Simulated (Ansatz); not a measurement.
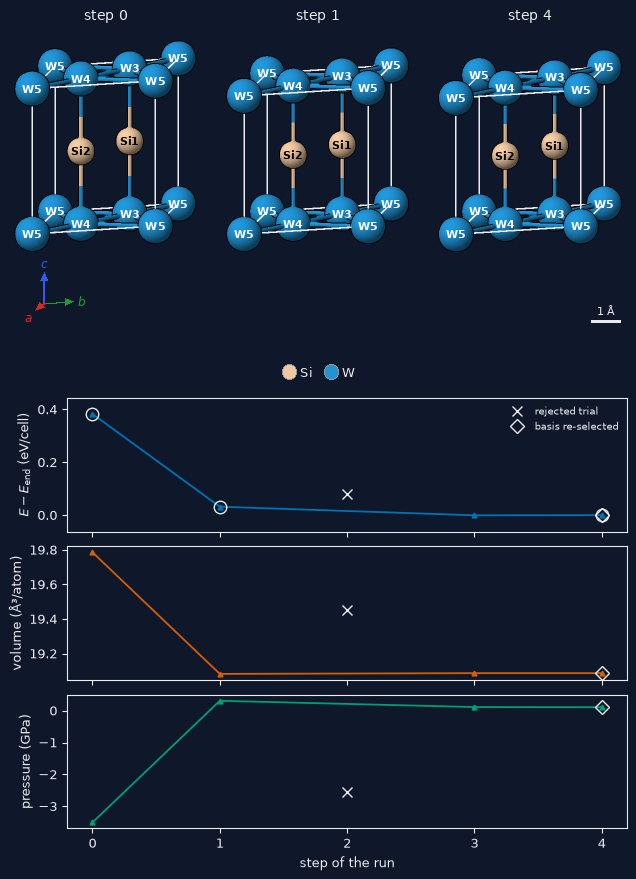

Frames of a relaxation of crystalline Si2W3 (a generated structure, set up in P6/mmm) (coarse preliminary run), marked on the history of the run. The picture is a ball-and-stick view of the cell of the calculation, seen slightly off an axis.

All numbers below come from Ansatz, DFT PBE, scalar-relativistic, plane waves, PAW.

The input:
```yaml
crystal:
  lattice:
    - [4.66335327, 0.0, 0.0]
    - [-2.33167663, 4.0385824, 0.0]
    - [0.0, 0.0, 5.25284554]
  atoms:
    - { symbol: Si, position: [0.33333333, 0.66666667, 0.5] }
    - { symbol: Si, position: [0.66666667, 0.33333333, 0.5] }
    - { symbol: W, position: [0.33333333, 0.66666667, 0.0] }
    - { symbol: W, position: [0.66666667, 0.33333333, 0.0] }
    - { symbol: W, position: [0.0, 0.0, 0.0] }
basis:
  ecutwfc: 420
kpoints:
  mp_grid: { grid: [6, 6, 4] }
hamiltonian:
  xc: pbe
scf:
  occupations: { method: gaussian, width: 0.1 }
  lower_state_search: "off"
output:
  forces: true
  stress: true
  eigenvalues: true
relax:
  adjacent_minimum: "off"
  f_tol: 0.04
  max_steps: 70
  cell: { stress_tol: 0.4 }
```

Launched with:
```bash
ansatz run input.yaml --threads 1 --pin off --max-ram 2560MiB --backend cpu --events-out ev --progress --plain --runs-dir out
```

What happens along the run?

Answer. No atom moves by more than 0.005 Å relative to the cell. The volume changes by −3.5 %, with a = b 4.663 → 4.729 Å (+1.4 %), c 5.253 → 4.928 Å (−6.2 %). Some distances before and after: Si1–W3 2.626 → 2.464 Å, W3–W4 2.692 → 2.730 Å. The space group stays P6/mmm (No. 191). Over 2 accepted moves (4 points after the start) the energy falls by 0.383 eV per cell of the calculation. All forces vanish by symmetry, so only the cell relaxes. Pressure: −3.51 GPa at the start and 0.11 GPa at the end. The line search rejected the trial step at point 2 of the run. The SCF was repeated once at an unchanged geometry on a basis and grid sized afresh for the cell, which shifted the energy by 0.6 meV per cell of the calculation at most. Cost: 20 s on 1 thread of Intel(R) Xeon(R) Platinum 8259CL CPU @ 2.50GHz (Skylake/Cascade Lake) (shared host), peak memory 0.44 GiB. From step 0 to 1: volume −3.6 %, energy −0.351 eV per cell of the calculation. From step 1 to 4: energy −31.9 meV per cell of the calculation.
